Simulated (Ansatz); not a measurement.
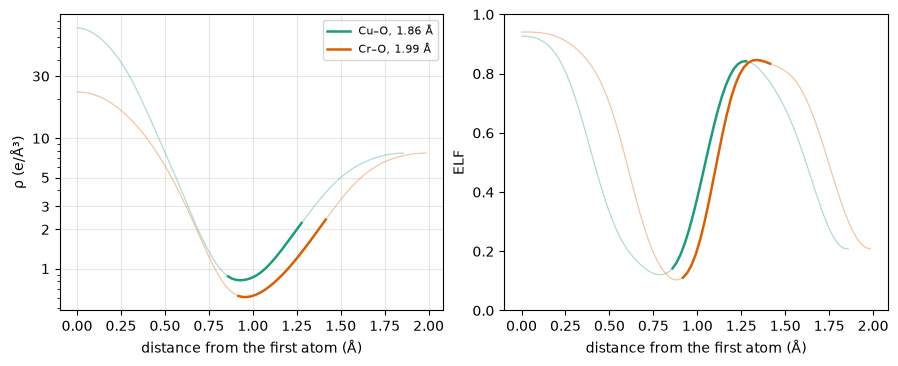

The picture shows: CrCuO2. Valence charge density (pseudo) and electron localisation function along straight lines between neighbouring atoms. Thin, pale parts lie inside the atomic spheres.

Space group R-3m; started from the CrCuO2 prototype; computed pressure about 7 GPa in this cell; Hubbard U of 1.7 eV on Cr d and 4 eV on Cu d only; spin-polarised.

Level of theory: Ansatz 0.2.0, DFT PBE+U, scalar-relativistic, plane waves, PAW.

Core electrons are frozen (PAW), and the valence fields are smoothed inside the atomic spheres.

The calculation's input:

```
crystal:
  lattice:
    - [1.4841249513, 0.8568599401, 5.7198027183]
    - [-1.4841249513, 0.8568599401, 5.7198027183]
    - [0.0, -1.7137198802, 5.7198027183]
  atoms:
    - { symbol: Cr, position: [0.5, 0.5, 0.5], spin: 2.68 }
    - { symbol: Cu, position: [0.0, 0.0, 0.0], spin: 0.05 }
    - { symbol: O, position: [0.1082869415, 0.1082869415, 0.1082869415] }
    - { symbol: O, position: [0.8917130585, 0.8917130585, 0.8917130585] }
basis:
  ecutwfc: 420
  ecutrho_ratio: 4
kpoints:
  mp_grid: { grid: [10, 10, 10] }
hamiltonian:
  xc: pbe
  hubbard:
    sites:
      - { species: Cr, l: d, u_eff: 1.7 }
      - { species: Cu, l: d, u_eff: 4.0 }
scf:
  occupations: { method: gaussian, width: 0.05 }
  lower_state_search: "off"
output:
  forces: true
  stress: true
  eigenvalues: true
  populations: true
  hubbard: { sites: [{ species: Cr, l: d }, { species: Cu, l: d }] }
  eigenstates:
    nscf_kmesh: { grid: [18, 18, 18] }
    de_dk: true
    e_range: [-2.5, 4.208788835094]
  write_density: true
  write_potential: true
  elf: true
  volumetric_format: npy
magnetization:
  spin_polarized: true
checkpoint:
  read: start.run
  write: ck
  compress: false
  write_wavefunctions: false
  write_every: 100000
```

Command:

```sh
ansatz run input.yaml --threads 4 --pin off --max-ram 9216MiB --backend cpu --events-out ev --progress --plain --runs-dir out
```

Below, planes, directions and counts refer to the conventional cell (a = 2.97 Å, b = 2.97 Å, c = 17.16 Å, α = 90.00°, β = 90.00°, γ = 120.00°).

Question: Compare the contacts.

Answer: Cu–O (1.86 Å): ρ at the midpoint is about 0.81 e/Å³; the ELF peaks at about 0.85 in the valence shell of O, 0.6 Å from its nucleus, and is about 0.25 at the midpoint; no localised pair shows between them.
Cr–O (1.99 Å): ρ is about 0.61 e/Å³ halfway; the ELF peaks at about 0.85 in the valence shell of O, 0.6 Å from its nucleus, and is about 0.20 at the midpoint: no shared electron pair shows on this line.
